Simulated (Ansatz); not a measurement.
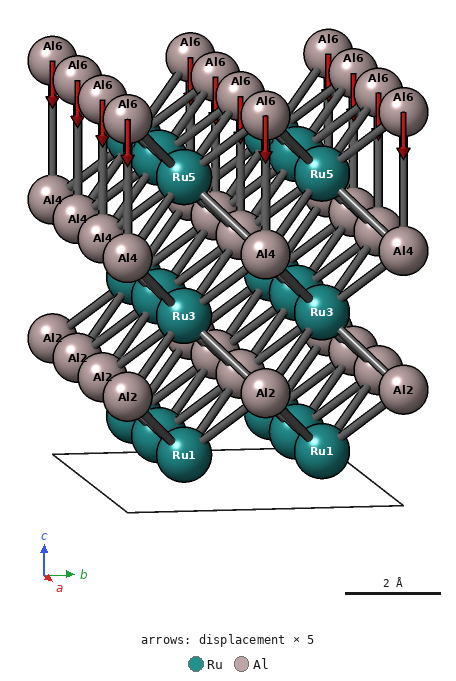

This is a constrained relaxation of a slab of composition AlRu (cut from the Pm-3m phase). The starting structure is drawn; red arrows show the displacements, 5 times their true length.

The picture is a ball-and-stick view of the 3 × 2 repeat of the cell, outlined in the plane, without the vacuum, seen slightly off an axis.

Case: clean slab, lower half held. The slab is the (1 0 0) face of AlRu. 3 atoms are held fixed.

Theory: Ansatz, DFT PBEsol, scalar-relativistic, plane waves, PAW. Settings: plane-wave cutoff 420 eV; k-point mesh 10 × 10 × 1; occupations gaussian; smearing width 0.1 eV; no spin polarisation; dipole correction; atoms relaxed in a fixed cell; force threshold 0.03 eV/Å; at most 70 steps.

**Which element moves most?**

Aluminium: up to 0.21 Å, against 0.02 Å for ruthenium.

**What did the optimiser do to the structure, and how much energy did it gain?**

Over 3 accepted moves (4 points after the start) the energy falls by 0.183 eV per cell of the calculation. Largest force component: 1.4 eV/Å at the start, 0.014 eV/Å at the end. 1 step only repeated the SCF at the same geometry. Al6 moves most: 0.21 Å along the normal (−c). By element the largest moves are Al 0.21 Å, Ru 0.02 Å. The cell doesn't change. Near-neighbour distances that change, for instance: Al4–Al6 2.976 → 2.788 Å, Ru5–Al6 2.578 → 2.451 Å, Al4–Ru5 2.578 → 2.603 Å, Ru3–Al4 2.578 → 2.566 Å. Bond angles that change, for instance: Ru5–Al6–Ru5 109.5° → 118.4°, Ru5–Al6–Ru5 70.5° → 74.8°.
